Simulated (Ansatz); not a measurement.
**Nudged elastic band of TiAl32 (part 2 of 2)**

TiAl32 (defect cell, 33 atoms in the cell); DFT r2SCAN, scalar-relativistic, plane waves, PAW, PAW set soft_1, no spin polarisation (Ansatz 0.2.0); cutoff 500 eV, 2×2×2 k-mesh, Gaussian smearing of 0.1 eV. It belongs to a series of runs on one base structure; here: band between the two ends.

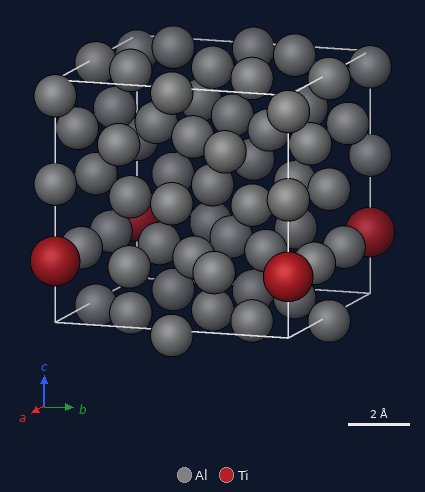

Figure 1. The input geometry (spheres-only view of the cell of the calculation, seen slightly off an axis). An atom can appear more than once, as a periodic image.

```
NEB image 3
preconditioner: auto → Kerker (q_TF=auto, 2.092 Å⁻¹)  [metal: Δε(μ)=0.017 eV  Ē_g=7.009 eV  σ=0.100 eV  W_gap=0.10  n_scr=80 (ndim 8)  ℏωp=16.1 eV  f_vac=0.000  D(μ)=12.93/eV (n_scr^D=80)]
NSCF: frozen V_eff on 8 k-points
the band table was solved once a step of the walk had ended and its energy, with any forces and stress, was formed, with the checks that follow a solve (2785 applications of the Hamiltonian). They found nothing against the state; the energy, forces and stress were not computed again (output.eigenvalues in the input reference)
Free energy (F): -19793.957635 eV
Harris-Foulkes:  -19793.957635 eV  (|F-HF|=1.52e-9)
Internal energy: -19793.892967 eV  (E = F + TS)
E sigma→0 (E₀):  -19793.925301 eV
Entropy (-TS):   -0.064667 eV (-1.960 meV/atom)
Fermi energy:    8.139030 eV
--- Per-component energies (eV) ---
  E_band       = 112.178017
  E_kinetic    = 1026.701266
  E_local      = -1371.664716  (includes V_loc(G=0)·N_el)
  E_nonlocal   = 368.914748
  E_hartree    = 749.284231
  E_xc         = -1237.077889
  E_vxc        = -1171.222536  (∫ρ·V_xc dr)
  E_paw        = -16250.380651  (= ΣΔE_a)
  E_vpaw       = -289.130812  (= ΣTr[D̂ρ^β])
  E_aug_tail   = -0.000003  (compensation charges beyond the density's cutoff)
  E_vtau       = 50.013260  (kinetic-family band-sum trace: ∫τ·v_τ [+ j·A + Jᵃ·Aᵃ] dr)
  E_ewald      = -3077.493039
  E_core_change = -2.176915  (= ΣΔE_core)
  E_smearing   = -0.064667  (= −TS)
  E_closure    = 0.000000  (closes the sum)
  Σ components = -19793.957635   (vs F -19793.957635, Δ=0.00e0)
--- Forces (eV/Å), atoms counted from 1 ---
  atom   1  Al     0.02631689    -0.00642398    -0.02748832
  atom   2  Al    -0.00013755     0.00156326     0.00049295
  atom   3  Al    -0.00532203    -0.00027048    -0.02457891
  atom   4  Al    -0.02309904    -0.00031774    -0.00187919
  atom   5  Al     0.00444134     0.00547578    -0.01462538
  atom   6  Al     0.00067180     0.00138124    -0.00157660
  atom   7  Al    -0.00022393    -0.00139585     0.00065971
  atom   8  Al    -0.02929338     0.02931142     0.02769919
  atom   9  Al     0.01534220     0.00590416    -0.00379982
  atom  10  Al     0.00871940     0.00098210    -0.00686895
  atom  11  Al     0.00153206    -0.00033325     0.02441091
  atom  12  Al    -0.01131286     0.00613597     0.00297525
  atom  13  Al    -0.02301374    -0.00726371     0.03180413
  atom  14  Al    -0.00812365     0.00109118     0.00941952
  atom  15  Al     0.00457063    -0.00335453    -0.01194991
  atom  16  Al     0.00275232    -0.00312062    -0.00065592
  atom  17  Al     0.00353915    -0.00244995    -0.00372574
  atom  18  Al     0.01271245    -0.00384611    -0.00403361
  atom  19  Al     0.01003000     0.02981673    -0.01790854
  atom  20  Al    -0.00032526    -0.00263324    -0.00406305
  atom  21  Al    -0.00947553     0.00103290     0.00800083
  atom  22  Al    -0.00866491    -0.00379326     0.00304294
  atom  23  Al     0.02633396    -0.00028482     0.00524060
  atom  24  Al    -0.00068995     0.00081446    -0.00007721
  atom  25  Al    -0.00206465     0.00122974     0.00138674
  atom  26  Al    -0.00221103    -0.00300106    -0.00600357
  atom  27  Al    -0.00268957    -0.00239235     0.00299615
  atom  28  Al     0.00495903    -0.00343172     0.00094696
  atom  29  Al    -0.00250706     0.00631822     0.01221040
  atom  30  Al     0.00698592     0.00092408    -0.00853942
  atom  31  Al    -0.00079089    -0.00040192     0.00006681
  atom  32  Al    -0.00265730    -0.00410825     0.00968029
  atom  33  Ti     0.00369712    -0.04314884    -0.00326004
  max |Σ_I F_I| component: 9.53e-6 eV/Å
[...]
--- Band table (eV; the first three rows and the last of 8) ---
  k-point 0: bands = ["-50.7519", "-26.0701", "-26.0612", "-26.0595", "-3.5456", "-1.3729", "-1.2806", "-1.2505", "-1.1381", "-1.0820", "-0.8280", "0.8451", "0.8804", "1.0334", "1.0816", "1.1247", "1.1323", "1.1814", "1.2116", "1.3358", "1.3680", "1.4839", "1.7601", "3.0548", "3.2877", "3.3590", "3.4047", "3.7149", "3.7245", "3.8663", "3.9887", "5.0213", "5.0953", "5.1219", "6.0608", "6.3736", "6.6317", "6.7076", "6.7941", "6.9169", "6.9535", "7.1237", "7.2091", "7.2689", "7.3012", "7.3479", "7.4027", "7.4270", "7.4765", "7.7653", "7.8837", "7.9882", "8.0311", "8.3223", "8.3429", "8.3973", "8.4055", "8.9978", "9.0163", "9.0656", "9.2966", "9.3852", "9.4858", "9.5214", "9.5300", "9.5450", "9.6439", "9.6522", "9.7400", "9.7524", "9.7942", "10.0152", "10.0763", "10.3648", "10.4939", "10.5695", "10.7075", "10.8254", "11.0080", "11.0438", "11.2147", "11.4187", "11.5193", "11.5459", "11.6066", "11.7115", "12.3077"]
  k-point 1: bands = ["-50.7519", "-26.0701", "-26.0611", "-26.0595", "-3.0484", "-2.8415", "-0.9042", "-0.8056", "-0.6128", "-0.5883", "-0.5312", "-0.4773", "-0.3765", "-0.1984", "1.5098", "1.5284", "1.5963", "1.7009", "1.7081", "1.7557", "1.8473", "1.8669", "2.0780", "2.2840", "3.7916", "3.8865", "3.9113", "3.9904", "4.0166", "4.1651", "4.2542", "4.3352", "5.4298", "5.5257", "5.5465", "5.7671", "5.8642", "6.0825", "6.1835", "6.3070", "6.3730", "6.3801", "6.3896", "6.4714", "6.8694", "6.9141", "7.0602", "7.2081", "7.3108", "7.5872", "7.7072", "7.7828", "7.7905", "7.9520", "8.0615", "8.1569", "8.4082", "8.7037", "8.8049", "9.1349", "9.1532", "9.1977", "9.4637", "9.4870", "9.7433", "9.7902", "9.9634", "10.1510", "10.2939", "10.5695", "10.7973", "10.8749", "10.9536", "11.0329", "11.4702", "11.6569", "11.9923", "12.0771", "12.1277", "12.1966", "12.3189", "12.3945", "12.4777", "12.4876", "12.5695", "12.8598", "12.9129"]
  k-point 2: bands = ["-50.7519", "-26.0701", "-26.0611", "-26.0595", "-3.0560", "-2.8336", "-0.7948", "-0.7599", "-0.7276", "-0.6750", "-0.5563", "-0.5067", "-0.2833", "-0.1855", "1.3357", "1.5400", "1.5890", "1.6723", "1.6923", "1.8507", "1.8657", "1.9982", "2.1388", "2.2680", "3.8083", "3.8475", "3.8551", "4.0123", "4.0541", "4.0698", "4.1734", "4.3837", "5.4561", "5.5474", "5.6077", "5.7383", "5.9382", "6.0615", "6.1362", "6.1670", "6.2388", "6.2982", "6.4283", "6.7461", "6.8611", "6.9894", "7.0520", "7.2912", "7.3907", "7.5851", "7.6045", "7.6731", "7.6798", "7.8380", "8.1145", "8.1348", "8.3492", "8.6254", "9.1470", "9.1518", "9.1680", "9.5051", "9.5330", "9.5620", "9.7687", "9.8920", "9.9351", "9.9443", "10.0981", "10.4876", "10.6128", "11.0551", "11.1425", "11.1606", "11.2459", "11.3761", "11.7908", "11.8425", "12.1795", "12.3546", "12.4844", "12.4945", "12.4980", "12.7147", "12.7494", "12.9157", "12.9565"]
  k-point 7: bands = ["-50.7519", "-26.0701", "-26.0611", "-26.0595", "-1.9596", "-1.9530", "-1.9116", "-1.8974", "-1.7786", "-1.7163", "-1.5623", "-1.0457", "2.3192", "2.4543", "2.5721", "2.5997", "2.6580", "2.6729", "2.6976", "2.7682", "2.7755", "2.7897", "2.7956", "2.8178", "2.8307", "2.9085", "2.9400", "2.9455", "2.9499", "2.9642", "3.0043", "3.0914", "3.4305", "3.4854", "3.4986", "4.1156", "6.1773", "6.6089", "6.9818", "6.9871", "7.0182", "7.0785", "7.0842", "7.1991", "7.2163", "7.2415", "7.2450", "7.2725", "7.3018", "7.3951", "7.4363", "7.4646", "7.4725", "7.4980", "7.5540", "7.6998", "7.7902", "7.8453", "8.1814", "8.7111", "8.8472", "9.4739", "9.8825", "9.9123", "10.0856", "11.4929", "11.4967", "11.6871", "11.7332", "11.7347", "11.7510", "11.8778", "11.8842", "11.9190", "11.9301", "11.9394", "11.9870", "11.9903", "11.9927", "12.1407", "12.1443", "12.1586", "12.1616", "12.2020", "12.2091", "12.2475", "12.2547"]
this run last wrote the band of iteration 5 to [file]
--- NEB band (7 images, 5 band iterations, 278 SCF iterations) ---
  forward barrier  = 1.164932 eV
  backward barrier = 1.166730 eV
  lagrangian_above_aufbau_ev (what the smearing adds, to first order; not taken off the barriers): saddle image -0.042363 eV, end points -0.057182 and -0.058785 eV
  climbing image's point = of an order that was not read
  energies are F+E_penalty+E_count in eV, relative to image 0
  image     s (Å)  Δ vs image 0  max|band force component| (eV/Å)
      0    0.0000      0.000000                                 —
      1    0.8346      0.178273                          2.285e-2
      2    1.6688      0.884017                          4.573e-2
  *   3    2.5028      1.164932                          4.314e-2
      4    3.3424      0.866891                          4.553e-2
      5    4.1821      0.159932                          2.609e-2
      6    5.0223     -0.001798                                 —
  climbing-image geometry (image 3):
  cell:  # Å, volume = 531.4410 Å³
    - [8.1, 0.0, 0.0]
    - [0.0, 8.1, 0.0]
    - [0.0, 0.0, 8.1]
  atoms:
    - { symbol: Al, position: [0.5225855156247047, -0.0002807641229083789, -0.02291958611924682] }
    - { symbol: Al, position: [0.7522177658847842, 0.25588953101645934, 0.0024910855084677532] }
    - { symbol: Al, position: [0.7617514979923944, -0.0001867768955041863, 0.2606388376009991] }
    - { symbol: Al, position: [0.010239241380334125, -0.00019596595683661158, 0.01179558112132969] }
    - { symbol: Al, position: [0.2547589634606776, 0.26009465650088376, -0.013822084740336917] }
    - { symbol: Al, position: [0.5045175898974656, 0.5003405120399036, -0.004243723298659799] }
    - { symbol: Al, position: [0.7521340974707205, 0.7441312278536018, 0.0023983774977660403] }
    - { symbol: Al, position: [0.3234797060620141, 0.0018560252460143559, 0.17650704095675732] }
    - { symbol: Al, position: [0.5138534816062236, 0.26003408066709616, 0.24527940077544447] }
    - { symbol: Al, position: [0.7501854540643539, 0.49977214360445327, 0.253073839515159] }
    - { symbol: Al, position: [0.48858885248926176, -0.00019010449790459607, 0.4898781004693967] }
    - { symbol: Al, position: [0.7363358909470407, 0.26063561716604816, 0.504471093630974] }
    - { symbol: Al, position: [0.7249162192724786, -0.0002731127017115253, 0.7752923647362543] }
    - { symbol: Al, position: [0.0031801457594452824, 0.49977233785578545, -0.00013648810530025954] }
    - { symbol: Al, position: [0.2547463677930362, 0.7409073954163103, -0.012982018637769821] }
    - { symbol: Al, position: [-0.0009385472967203215, 0.2759586687458208, 0.24816633276320446] }
    - { symbol: Al, position: [0.2637019446766128, 0.4995571154517578, 0.23638072274522595] }
    - { symbol: Al, position: [0.5130048582035175, 0.7409742337876346, 0.2453035983057099] }
    - { symbol: Al, position: [-0.07656029217357004, 0.0019193731173371325, 0.5759825637580467] }
    - { symbol: Al, position: [0.2522318337704943, 0.27626474484213065, 0.5013189509939475] }
    - { symbol: Al, position: [0.5003925239317859, 0.49976601056909975, 0.4969039878612687] }
    - { symbol: Al, position: [0.7372494452242652, 0.7404471491823901, 0.5044388404242443] }
    - { symbol: Al, position: [0.23925687443680627, -0.00018013380268783308, 0.738450037732287] }
    - { symbol: Al, position: [0.49779044976218023, 0.2561412575977043, 0.7480408542468835] }
    - { symbol: Al, position: [0.7458703515991827, 0.5003631493893862, 0.7544426959888113] }
    - { symbol: Al, position: [-0.0021630874096220994, 0.7216013133247986, 0.24688409800787844] }
    - { symbol: Al, position: [-0.012992708736650519, 0.4995751024269325, 0.5131396908314125] }
    - { symbol: Al, position: [0.2535035214901955, 0.7212815159202247, 0.5025404204385775] }
    - { symbol: Al, position: [-0.00444658354359069, 0.2603954601526564, 0.7636030180239807] }
    - { symbol: Al, position: [0.24699300737780142, 0.49976316767785384, 0.7501537134584002] }
    - { symbol: Al, position: [0.49788023980122165, 0.7438673229257396, 0.7481194376076611] }
    - { symbol: Al, position: [-0.004405883922296982, 0.7406846766226981, 0.7626844859133837] }
    - { symbol: Ti, position: [0.12405885310345359, -0.0031427261231661945, 0.3771519999878438] }
```

## The last band as extended XYZ (Å, eV, eV/Å)
```
33
Lattice="8.1000 0.0000 0.0000 0.0000 8.1000 0.0000 0.0000 0.0000 8.1000" Properties=species:S:1:pos:R:3:forces:R:3 image=0 energy=-19795.12257
Al    4.0503   -0.0014   -0.1772    0.0005   0.0025  -0.0075
Al    6.1562    1.9431    0.0854   -0.0163   0.0170  -0.0179
Al    5.5266    0.0017    2.0200   -0.0258   0.0001  -0.0009
Al   -0.0007    0.0018   -0.5331    0.0001  -0.0003  -0.0262
Al    1.9435    1.9417    0.0869    0.0158   0.0175  -0.0186
Al    4.0496    4.0510   -0.0632    0.0005  -0.0011   0.0270
Al    6.1595    6.1578    0.0891   -0.0175  -0.0158  -0.0196
Al    2.5769    0.0016    2.0202    0.0255   0.0001  -0.0012
Al    4.0504    2.2019    2.0293    0.0005   0.0093  -0.0059
Al    5.8985    4.0490    2.0295   -0.0103  -0.0013  -0.0063
Al    4.0504   -0.0022    4.2249    0.0005   0.0039   0.0164
Al    6.1679    1.9312    3.9625   -0.0201   0.0211   0.0175
Al    5.8982   -0.0018    6.0800   -0.0109   0.0032   0.0012
Al    0.0006    4.0491   -0.1772   -0.0010  -0.0013  -0.0074
Al    1.9402    6.1591    0.0905    0.0170  -0.0163  -0.0203
Al   -0.0007    2.5709    2.0199    0.0000   0.0260  -0.0007
Al    2.2010    4.0490    2.0298    0.0118  -0.0013  -0.0069
Al    4.0504    5.8994    2.0300    0.0005  -0.0130  -0.0073
Al   -0.0006    0.0016    4.6181   -0.0001   0.0002   0.0230
Al    1.9320    1.9298    3.9612    0.0197   0.0219   0.0183
Al    4.0497    4.0506    4.1144    0.0002  -0.0005  -0.0252
Al    6.1714    6.1692    3.9593   -0.0222  -0.0201   0.0194
Al    2.2012   -0.0018    6.0800    0.0125   0.0034   0.0013
Al    4.0497    2.0886    6.0723    0.0003  -0.0277   0.0020
Al    6.0112    4.0508    6.0724    0.0273  -0.0007   0.0018
Al   -0.0006    5.5205    2.0202   -0.0001  -0.0253  -0.0014
Al    0.0009    4.0489    4.2250   -0.0016  -0.0011   0.0164
Al    1.9284    6.1706    3.9580    0.0219  -0.0210   0.0203
Al    0.0007    2.2022    6.0800   -0.0013   0.0097   0.0012
Al    2.0891    4.0508    6.0726   -0.0268  -0.0006   0.0015
Al    4.0497    6.0107    6.0728    0.0002   0.0264   0.0013
Al    0.0008    5.8992    6.0801   -0.0014  -0.0137   0.0014
Ti    0.0022   -0.0055    2.0471    0.0006  -0.0016   0.0035
33
Lattice="8.1000 0.0000 0.0000 0.0000 8.1000 0.0000 0.0000 0.0000 8.1000" Properties=species:S:1:pos:R:3:forces:R:3 image=3 energy=-19793.95763
Al    4.2329   -0.0023   -0.1856    0.0263  -0.0064  -0.0275
Al    6.0930    2.0727    0.0202   -0.0001   0.0016   0.0005
Al    6.1702   -0.0015    2.1112   -0.0053  -0.0003  -0.0246
Al    0.0829   -0.0016    0.0955   -0.0231  -0.0003  -0.0019
Al    2.0635    2.1068   -0.1120    0.0044   0.0055  -0.0146
Al    4.0866    4.0528   -0.0344    0.0007   0.0014  -0.0016
Al    6.0923    6.0275    0.0194   -0.0002  -0.0014   0.0007
Al    2.6202    0.0150    1.4297   -0.0293   0.0293   0.0277
Al    4.1622    2.1063    1.9868    0.0153   0.0059  -0.0038
Al    6.0765    4.0482    2.0499    0.0087   0.0010  -0.0069
Al    3.9576   -0.0015    3.9680    0.0015  -0.0003   0.0244
Al    5.9643    2.1111    4.0862   -0.0113   0.0061   0.0030
Al    5.8718   -0.0022    6.2799   -0.0230  -0.0073   0.0318
Al    0.0258    4.0482   -0.0011   -0.0081   0.0011   0.0094
Al    2.0634    6.0014   -0.1052    0.0046  -0.0034  -0.0120
Al   -0.0076    2.2353    2.0101    0.0027  -0.0031  -0.0007
Al    2.1360    4.0464    1.9147    0.0035  -0.0024  -0.0037
Al    4.1553    6.0019    1.9870    0.0127  -0.0038  -0.0040
Al   -0.6201    0.0155    4.6655    0.0100   0.0298  -0.0179
Al    2.0431    2.2377    4.0607   -0.0003  -0.0026  -0.0041
Al    4.0532    4.0481    4.0249   -0.0095   0.0010   0.0080
Al    5.9717    5.9976    4.0860   -0.0087  -0.0038   0.0030
Al    1.9380   -0.0015    5.9814    0.0263  -0.0003   0.0052
Al    4.0321    2.0747    6.0591   -0.0007   0.0008  -0.0001
Al    6.0415    4.0529    6.1110   -0.0021   0.0012   0.0014
Al   -0.0175    5.8450    1.9998   -0.0022  -0.0030  -0.0060
Al   -0.1052    4.0466    4.1564   -0.0027  -0.0024   0.0030
Al    2.0534    5.8424    4.0706    0.0050  -0.0035   0.0010
Al   -0.0360    2.1092    6.1852   -0.0025   0.0063   0.0122
Al    2.0006    4.0481    6.0762    0.0070   0.0009  -0.0085
Al    4.0328    6.0253    6.0598   -0.0008  -0.0004   0.0001
Al   -0.0357    5.9995    6.1777   -0.0027  -0.0041   0.0097
Ti    1.0049   -0.0255    3.0549    0.0037  -0.0431  -0.0033
33
Lattice="8.1000 0.0000 0.0000 0.0000 8.1000 0.0000 0.0000 0.0000 8.1000" Properties=species:S:1:pos:R:3:forces:R:3 image=6 energy=-19795.12436
Al    4.2279   -0.0007    0.0048   -0.0064   0.0000   0.0001
Al    6.0760    2.0877   -0.0020    0.0002   0.0120  -0.0003
Al    6.0728   -0.0006    1.8472   -0.0001  -0.0003   0.0064
Al   -0.1776   -0.0008    0.0050    0.0060   0.0002  -0.0003
Al    2.0245    2.2029    0.0048    0.0000  -0.0066   0.0002
Al    4.1126    4.0512   -0.0020    0.0122   0.0001  -0.0003
Al    6.0759    6.0132   -0.0016    0.0003  -0.0115  -0.0006
Al    2.0270    0.0025    1.4888   -0.0004  -0.0004   0.0021
Al    3.9758    1.9503    2.1011   -0.0016  -0.0015   0.0015
Al    6.0761    4.0513    1.9620    0.0002   0.0002  -0.0119
Al    4.5944    0.0024    4.0462   -0.0034  -0.0004   0.0006
Al    6.0727    2.2028    4.0511    0.0001  -0.0061   0.0003
Al    6.0725   -0.0009    6.2524    0.0004   0.0003  -0.0053
Al   -0.0619    4.0511   -0.0017   -0.0115   0.0003  -0.0005
Al    2.0243    5.8974    0.0050    0.0002   0.0060  -0.0004
Al    0.0755    1.9457    2.1057    0.0010  -0.0015   0.0016
Al    2.0245    4.0471    1.8472   -0.0002  -0.0002   0.0066
Al    3.9701    6.1512    2.1068   -0.0015   0.0009   0.0015
Al   -0.5600    0.0021    4.0467    0.0024  -0.0003   0.0005
Al    2.0270    2.5673    4.0462   -0.0004  -0.0028   0.0006
Al    4.2278    4.0470    4.0512   -0.0061   0.0000   0.0002
Al    6.0726    5.8975    4.0514    0.0003   0.0054  -0.0003
Al    2.0267    0.0020    6.6431   -0.0004  -0.0004  -0.0022
Al    3.9668    1.9413    5.9970   -0.0014  -0.0014  -0.0008
Al    6.0758    4.0510    6.1365    0.0004   0.0005   0.0113
Al    0.0808    6.1553    2.1110    0.0009   0.0009   0.0018
Al   -0.1775    4.0469    4.0514    0.0057   0.0003  -0.0002
Al    2.0267    5.5130    4.0467   -0.0003   0.0026   0.0005
Al    0.0839    1.9372    5.9930    0.0010  -0.0016  -0.0009
Al    2.0243    4.0469    6.2525    0.0002   0.0004  -0.0055
Al    3.9617    6.1593    5.9920   -0.0016   0.0010  -0.0009
Al    0.0886    6.1630    5.9884    0.0011   0.0013  -0.0012
Ti    2.0148   -0.0127    4.0706    0.0027   0.0027  -0.0040
```

## Summary

- outcome: converged
- barrier, forward: 1.165 eV
- barrier, backward: 1.167 eV
- electrons treated: 108
- hardware: 4 threads of Arm Neoverse V1, 24 GiB of memory available, shared host
- wall time: 17 min (CPU time 45 min)
- peak memory: 6 GiB

## Notes

The order of the saddle point was not checked.
